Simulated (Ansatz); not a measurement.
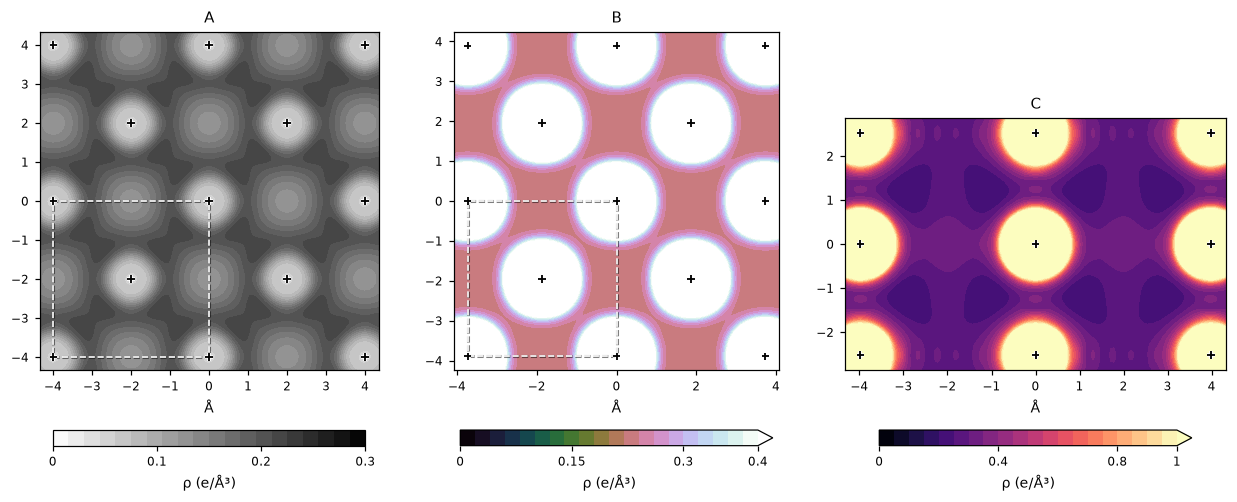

The valence electron density of 3 systems, each on a plane through atoms (crosses mark nuclei in the plane).

Method: DFT r2SCAN, scalar-relativistic, plane waves, PAW in Ansatz 0.2.0.

System 1: Ti, the (11̄0) plane of the conventional cell. Space group I4/mmm; changed on purpose from its base cell (strain -0.040 along x and y, -0.080 along z, atoms carried along); computed pressure about 31 GPa in this cell; computed without spin polarisation.

```yaml
crystal:
  lattice:
    - [1.94880, -1.94880, 0.00000]
    - [1.94880, 1.94880, 0.00000]
    - [0.00000, 0.00000, 3.73520]
  atoms:
    - { symbol: Ti, position: [0.00000, 0.00000, 0.00000] }
    - { symbol: Ti, position: [0.50000, 0.50000, 0.50000] }
```

System 2: Ni2Ge, the (100) plane of the conventional cell. Space group P6₃/mmc; a structure from a database of computed crystals, not necessarily the ambient phase; computed without spin polarisation.

System 3: Al, the (010) plane of the conventional cell. Space group Fm-3m; computed without spin polarisation.

### Match each panel to its system.

Panel A is system 3, Al: the plane holds Al. Al–Al (2.82 Å): ρ is about 0.21 e/Å³ halfway. Panel B is system 1, Ti: the plane holds Ti. Ti–Ti (2.70 Å): the density is about 0.24 e/Å³ at the midpoint. Panel C is system 2, Ni2Ge: the plane holds Ni and Ge. Ni–Ge (2.52 Å): the density is about 0.37 e/Å³ at the midpoint, with its minimum of 0.32 e/Å³ about 1.4 Å from Ni.
